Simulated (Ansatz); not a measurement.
## Energy of BN along a strain of the cell

System: BN (4 atoms in the cell).
Method: DFT PBE, scalar-relativistic, plane waves, PAW, no spin polarisation (Ansatz 0.2.0).

The 7 runs differ only in the geometry, by a strain of the cell at fixed fractional positions. Against run 4, the strain is εxy = η. The structure derives from a Materials Project entry.

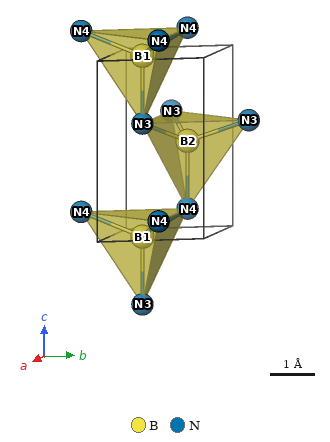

Figure 1. The structure of run 4 (polyhedral view of the cell of the calculation, seen slightly off an axis; polyhedra are completed across the faces of the cell; atoms are numbered from 1 in the order of the input). An atom can appear more than once, as a periodic image.

**Input of run 4**
```yaml
crystal:
  lattice:
    - [2.5539396017, 0.006384849, 0.0]
    - [-1.2714403594, 2.2085841503, 0.0]
    - [0.0, 0.0, 4.226855]
  atoms:
    - { symbol: B, position: [0.6666666667, 0.3333333333, 0.999724] }
    - { symbol: B, position: [0.3333333333, 0.6666666667, 0.499724] }
    - { symbol: "N", position: [0.6666666667, 0.3333333333, 0.625276] }
    - { symbol: "N", position: [0.3333333333, 0.6666666667, 0.125276] }
basis:
  ecutwfc: 420
kpoints:
  mp_grid: { grid: [12, 12, 6] }
hamiltonian:
  xc: pbe
scf:
  occupations: { method: gaussian, width: 0.05 }
output:
  forces: true
  stress: true
  eigenvalues: true
```

Command:
```bash
ansatz run input.yaml --threads 1 --pin off --max-ram 2560MiB --backend cpu --events-out ev --progress --plain --runs-dir out
```

Lattice vectors (Å) and fractional positions of run 4:
```
   2.553940    0.006385    0.000000
  -1.271440    2.208584    0.000000
   0.000000    0.000000    4.226855
B   0.666667  0.333333  0.999724
B   0.333333  0.666667  0.499724
N   0.666667  0.333333  0.625276
N   0.333333  0.666667  0.125276
```

Run 6 differs from it as follows:
```diff
-    - [2.5539396017, 0.006384849, 0.0]
-    - [-1.2714403594, 2.2085841503, 0.0]
+    - [2.5539396017, 0.0159621225, 0.0]
+    - [-1.2631461973, 2.2037955135, 0.0]
```

**Results, with one run withheld**

| run | strain parameter η (%) | free energy per atom, from the lowest run given (meV) | pressure (GPa) | gap on the mesh (eV) |
| --- | --- | --- | --- | --- |
| 1 | −1.2500 | 2.98 | 0.09 | 5.15 |
| 2 | −0.7500 | 0.71 | −0.01 | 5.18 |
| 3 | −0.1250 | 0.00 | −0.04 | 5.21 |
| 4 | 0.0000 | 0.14 | −0.03 | 5.20 |
| 5 | 0.1250 | 0.38 | −0.02 | 5.19 |
| 6 | 0.3750 | ? | ? | ? |
| 7 | 0.6250 | 2.26 | 0.06 | 5.16 |

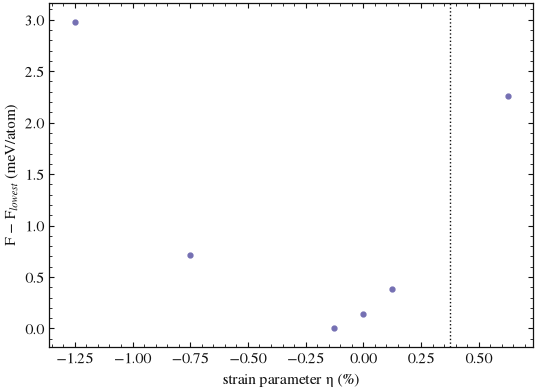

Figure 2. Free energy per atom of the runs given; the dotted line marks run 6.

Fit the runs given and predict run 6.

A cubic polynomial in the coordinate, fitted to the 6 runs given, misses them by under 0.01 meV per atom. With x = η + 0.2292, it reads F = −0.045199 + 0.12504 x + 3.019 x² − 0.0066911 x³ (meV per atom). At run 6 it gives 1.13 meV per atom, and the run itself gives 1.13. The fit has its minimum at η = −0.2499 %. The gap on the mesh lies between 5.15 eV (run 1) and 5.21 eV (run 3); run 6 has 5.18 eV. These are gaps of this functional on this mesh, which can miss the band edges; they aren't the measured gap.

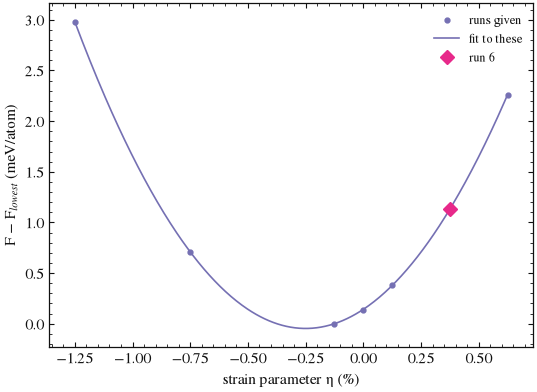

Figure 3. The fit and the withheld run.

**Output, shortened to warnings, some set-up lines, iterations and results (run 6)**
```
Basis set: ecut = 420 eV, 465 PW (Γ), exchange–correlation on 36×36×60 points (8 copies of the dense FFT grid, shifted against one another)
Symmetry: 2 space group operations
k-points: 296 of 864 (time reversal used)
Initial density: superposition of atomic densities (neutral atoms: chi_scale 0, normalization atom), corrected by the library's trained network
[...]
SCF iter   1: F=—  HF=-1084.477783 eV  |F-HF|=—  |Δ(HF+E_count)|=         —  Δρ=2.72e-3  dr2=9.08e-4  ethr=1.77e-3  ⟨swp⟩=5.3  Hψ=18716  notcnv=0
SCF iter   2: F=—  HF=-1084.477942 eV  |F-HF|=—  |Δ(HF+E_count)|=   1.59e-4  Δρ=9.72e-4  dr2=1.10e-4  ethr=5.67e-6  ⟨swp⟩=2.3  Hψ=8167  notcnv=0
SCF iter   3: F=—  HF=-1084.478047 eV  |F-HF|=—  |Δ(HF+E_count)|=   1.04e-4  Δρ=4.78e-4  dr2=1.62e-5  ethr=6.86e-7  ⟨swp⟩=2.9  Hψ=6388  notcnv=0
SCF iter   4: F=—  HF=-1084.478097 eV  |F-HF|=—  |Δ(HF+E_count)|=   5.06e-5  Δρ=9.39e-5  dr2=6.67e-7  ethr=1.01e-7  ⟨swp⟩=2.4  Hψ=5860  notcnv=0
SCF iter   5: F=-1084.478100 eV  HF=-1084.478100 eV  |F-HF|=2.91e-8  |Δ(HF+E_count)|=   2.25e-6  Δρ=1.09e-5  dr2=8.86e-9  ethr=4.17e-9  ⟨swp⟩=2.0  Hψ=5861  notcnv=0
SCF iter   6: F=-1084.478100 eV  HF=-1084.478100 eV  |F-HF|=1.82e-10  |Δ(HF+E_count)|=   3.18e-8  Δρ=9.09e-7  dr2=7.88e-11  ethr=5.54e-11  ⟨swp⟩=1.4  Hψ=10714  notcnv=0
SCF 1 converged in 6 iterations: F = -1084.478100 eV  dr2 = 7.88e-11
SCF converged after 6 iterations
Free energy (F): -1084.478100 eV
Harris-Foulkes:  -1084.478100 eV  (|F-HF|=1.82e-10)
Internal energy: -1084.478100 eV  (E = F + TS)
E sigma→0 (E₀):  -1084.478100 eV
Fermi energy:    13.793708 eV
--- Per-component energies (eV) ---
  E_band       = 51.046047
  E_kinetic    = 370.149792
  E_local      = -354.567555  (includes V_loc(G=0)·N_el)
  E_nonlocal   = 113.043401
  E_hartree    = 99.658094
  E_xc         = -186.644313
  E_vxc        = -232.136246  (∫ρ·V_xc dr)
  E_paw        = -412.786879  (= ΣΔE_a)
  E_vpaw       = -44.759752  (= ΣTr[D̂ρ^β])
  E_aug_tail   = 0.000204  (compensation charges beyond the density's cutoff)
  E_ewald      = -713.330845
  E_smearing   = -0.000000  (= −TS)
  E_closure    = -0.000000  (closes the sum)
  Σ components = -1084.478100   (vs F -1084.478100, Δ=0.00e0)
--- Forces (eV/Å), atoms counted from 1 ---
  atom   1  B      0.02348134    -0.00297228     0.01472764
  atom   2  B     -0.02348134     0.00297228     0.01472764
  atom   3  N      0.05312965    -0.00303276    -0.01472859
  atom   4  N     -0.05312965     0.00303276    -0.01472859
  max |Σ_I F_I| component: 1.90e-6 eV/Å
--- Stress (GPa, compression-positive) ---
        0.255537      -5.088410       0.000000
       -5.088407       0.296035       0.000000
        0.000000       0.000000      -0.522398
  P = ⅓ Tr σ = 0.0097 GPa (0.097 kbar)
```
